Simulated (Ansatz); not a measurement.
A periodic structure is given below.

```cif
data_structure
_symmetry_space_group_name_H-M 'P 1'
_symmetry_Int_Tables_number 1
_cell_length_a 3.1832
_cell_length_b 3.1832
_cell_length_c 23.6688
_cell_angle_alpha 90.000
_cell_angle_beta 90.000
_cell_angle_gamma 120.000
_cell_volume 207.70
loop_
_atom_site_label
_atom_site_type_symbol
_atom_site_fract_x
_atom_site_fract_y
_atom_site_fract_z
_atom_site_occupancy
W1 W 0.33333 0.66667 0.62378 1
W2 W 0.66667 0.33333 0.37622 1
S1 S 0.33333 0.66667 0.31074 1
S2 S 0.66667 0.33333 0.55834 1
S3 S 0.33333 0.66667 0.44166 1
S4 S 0.66667 0.33333 0.68926 1
```

What crystal do these data define?

Answer. This is WS2. With Z = 2, the cell contains 2 W, 4 S. Around each W lie six S in a trigonal prismatic arrangement at 2.40 Å. Around each S lie three W in a trigonal pyramidal arrangement at 2.40 Å. Not all metal-metal contacts are counted. The bonds build WS2 layers parallel to (001).

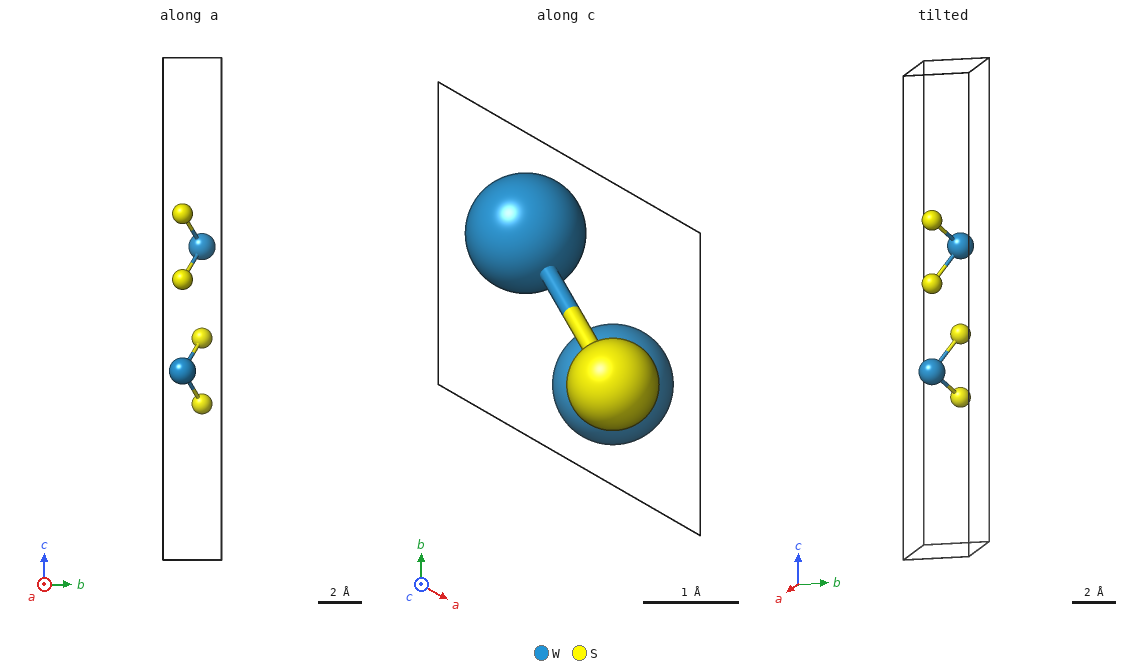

Crystal structure, ball-and-stick style, seen along the a axis, along the c axis and slightly off an axis. Atoms at the boundary of the simulation cell (the box) are drawn once for each face, edge or corner they touch. Colours: tungsten blue, sulfur yellow.

Starting structure: a structure listed in the Materials Project. The atoms were relaxed in a fixed cell with DFT PBEsol+D3(BJ), scalar-relativistic, plane waves, PAW in Ansatz 0.2.0.
